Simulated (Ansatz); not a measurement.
```cif
data_structure
_symmetry_space_group_name_H-M 'P 1'
_symmetry_Int_Tables_number 1
_cell_length_a 3.0882
_cell_length_b 3.0882
_cell_length_c 3.0882
_cell_angle_alpha 90.000
_cell_angle_beta 90.000
_cell_angle_gamma 90.000
_cell_volume 29.45
loop_
_atom_site_label
_atom_site_type_symbol
_atom_site_fract_x
_atom_site_fract_y
_atom_site_fract_z
_atom_site_occupancy
Ir1 Ir 0.00000 0.00000 0.00000 1
Ir2 Ir 0.50000 0.50000 0.50000 1
```

Space group Im-3m; set up as Ir, bcc; a generated structure, not necessarily the stable one; computed without spin polarisation.

All numbers below come from Ansatz, DFT, r2SCAN0, plane waves (500 eV) with PAW, scalar-relativistic.

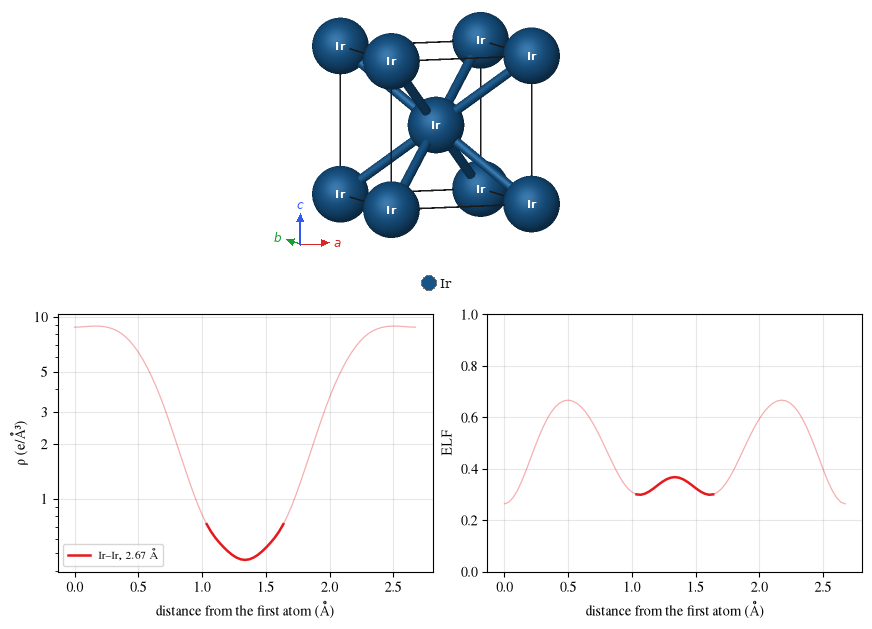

Ir. Valence charge density (pseudo) and ELF along straight lines between neighbouring atoms. Thin, pale parts lie inside the atomic spheres. The structure is drawn too.

The density is the valence pseudo-density of a PAW calculation; it isn't the true density close to the nuclei.

Question: What can be read from the curves?

Answer: Ir–Ir (2.67 Å): ρ is about 0.46 e/Å³ halfway; the ELF is about 0.35 at the midpoint.
